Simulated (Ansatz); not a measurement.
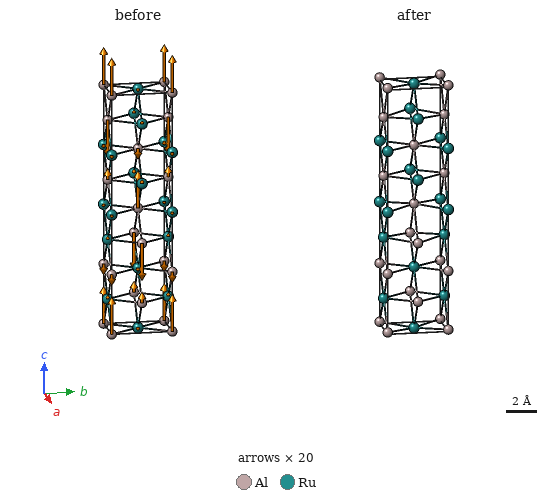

The structure of an interface cell of composition AlRu before (left) and after (right) a relaxation, at one scale. The orange arrows give the displacements (the part carried along by the change of the cell is left out), 20 times their true length.

Style: ball-and-stick. Shown: the cell of the calculation, slightly off an axis.

Case: antiphase boundary on (1 1 0), species swapped.

Level of theory: DFT PBEsol, scalar-relativistic, plane waves, PAW in Ansatz.

Input
```yaml
crystal:
  lattice:
    - [2.9764078238, 0.0, 0.0]
    - [0.0, 4.2092763115, 0.0]
    - [0.0, 0.0, 16.8371052461]
  atoms:
    - { symbol: Al, position: [0.0, 0.0, 0.0] }
    - { symbol: Al, position: [0.0, 0.5, 0.125] }
    - { symbol: Ru, position: [0.5, 0.5, 0.25] }
    - { symbol: Ru, position: [0.5, 0.0, 0.125] }
    - { symbol: Al, position: [0.0, 0.0, 0.25] }
    - { symbol: Al, position: [0.0, 0.5, 0.375] }
    - { symbol: Al, position: [0.5, 0.5, 0.5] }
    - { symbol: Ru, position: [0.5, 1.0, 0.375] }
    - { symbol: Ru, position: [0.0, 0.0, 0.5] }
    - { symbol: Ru, position: [0.0, 0.5, 0.625] }
    - { symbol: Al, position: [0.5, 0.5, 0.75] }
    - { symbol: Al, position: [0.5, 0.0, 0.625] }
    - { symbol: Ru, position: [0.0, 0.0, 0.75] }
    - { symbol: Ru, position: [0.0, 0.5, 0.875] }
    - { symbol: Ru, position: [0.5, 0.5, 0.0] }
    - { symbol: Al, position: [0.5, 0.0, 0.875] }
basis:
  ecutwfc: 420
kpoints:
  mp_grid: { grid: [12, 8, 2] }
hamiltonian:
  xc: pbesol
scf:
  occupations: { method: gaussian, width: 0.1 }
output:
  forces: true
  stress: true
  eigenvalues: true
  populations: true
  write_density: true
  write_potential: true
  elf: true
  volumetric_format: npy
relax:
  adjacent_minimum: "off"
  f_tol: 0.02
  max_steps: 45
  cell: { fix: [a, b, alpha, beta, gamma], stress_tol: 0.1 }
```

Launched with:
```bash
ansatz run input.yaml --threads 2 --pin off --max-ram 5120MiB --backend cpu --events-out ev --progress --plain --runs-dir out
```

**What changed between the two?**

The largest moves relative to the cell, 0.13 Å, are those of Al1, Al6, Al7 and Al16. Al16 goes along −c. Largest moves by element: Al 0.13 Å, Ru 0.01 Å. Cell: a unchanged at 2.976 Å, b unchanged at 4.209 Å, c 16.837 → 17.221 Å (+2.3 %). Volume +2.3 %. Near-neighbour distances that change, for instance: Al1–Al16 2.578 → 2.841 Å, Al11–Ru14 2.578 → 2.661 Å, Al1–Ru4 2.578 → 2.520 Å, Ru14–Ru15 2.578 → 2.598 Å. After 4 accepted moves (5 points after the start) the energy has fallen by 0.518 eV per cell of the calculation. The largest force component goes from 1.6 to 0.0042 eV/Å. Pressure: 1.92 GPa at the start and −2.06 GPa at the end. The SCF was repeated once at an unchanged geometry on a basis and grid sized afresh for the cell, which shifted the energy by 1.9 meV per cell of the calculation at most.
